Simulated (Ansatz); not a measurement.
```xyz
4
Lattice="2.8182 -2.8182 0.0000 2.8394 2.8394 0.0000 0.0000 0.0000 5.6575" Properties=species:S:1:pos:R:3 pbc="T T T"
Ge    0.7098    0.7098    2.1216
Ge    3.5386    0.7205    4.9503
Ge    2.1189   -0.6992    0.7072
Ge    2.1295    2.1295    3.5360
```

Space group Imma; changed on purpose from its base cell (strain +0.0075 x Voigt [0, 0, 0, 0, 0, 1], atoms carried along).

Method: DFT PBEsol, scalar-relativistic, plane waves, PAW in Ansatz 0.2.0.

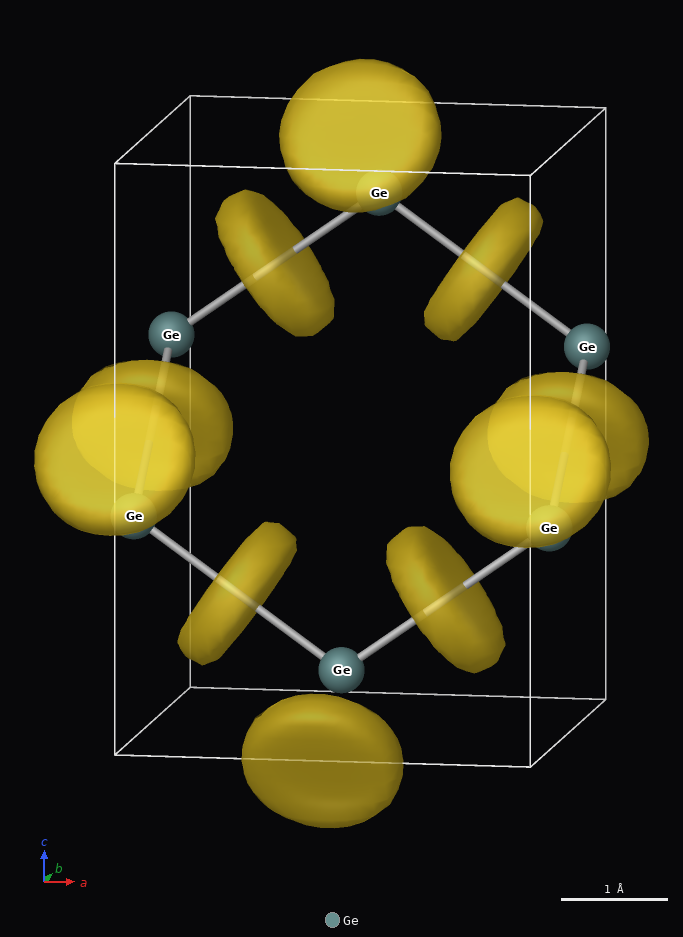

Ge. Isosurface of the ELF at 0.6 (yellow), seen slightly off an axis. Only the valence region is drawn (cores and ρ < 0.01 e/Å³ removed). Sticks mark near contacts.

In a PAW calculation such maps are meaningful between the atoms, not at the nuclei.

Q: Identify the bonds, lone pairs and shells in this picture.

A: The ELF exceeds this value in eight regions between bonded Ge–Ge atoms, counted in one cell of 4 atoms. Any copies at cell faces, edges or corners count once. Profiles from the grid: Ge–Ge (2.44 Å): the ELF peaks at about 0.75 between the atoms.

Q: Metal or insulator at this level of theory?

A: It is metallic or semimetallic at this level of theory: no gap opens.
